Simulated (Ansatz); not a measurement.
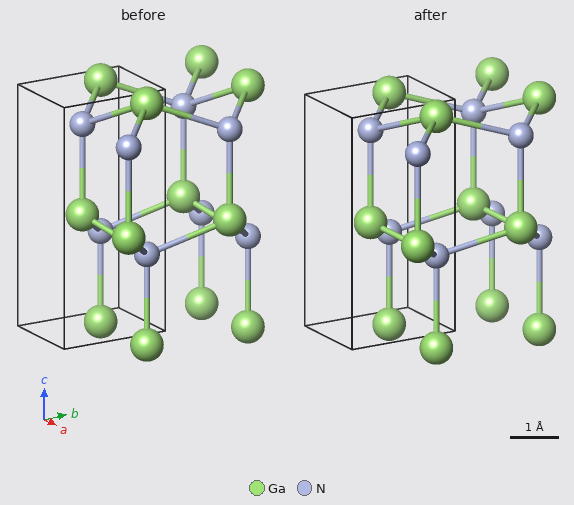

Left: a crystal of GaN (set up in P6_3mc) in its unrelaxed database cell. Right: the same structure after one change, at the same scale. The picture is a ball-and-stick view of the cell of the calculation, repeated 2 × 2 × 1 with one cell outlined, seen slightly off an axis.

These are results of DFT PBE, scalar-relativistic, plane waves, PAW in Ansatz, not measurements. Set-up: plane-wave cutoff 420 eV; k-point mesh 12 × 12 × 6; occupations gaussian; smearing width 0.02 eV; no spin polarisation.

Q: What distinguishes the right structure from the left one?

A: The cell is strained by −4.1 % along c and +1.9 % across it (volume −0.4 %) and atoms are displaced by 0.06 Å relative to the cell. No relaxation follows.

Q: How do the computed properties respond?

A: Energy change: +32.6 meV per atom. The pressure goes from 7.3 to 7.6 GPa. The principal stresses (compression positive) are 14.6 GPa along c and 4.0 GPa across it. The largest forces, 0.47 eV/Å, act on Ga and N. The forces point straight back along the displacements (cosine −1.00). The gap on the k-mesh: 1.96 eV before, 1.78 eV after. Among the bonded contacts that change: Ga–N 1.944 → 1.938 to 1.973 Å. The space group stays P6_3mc (No. 186).
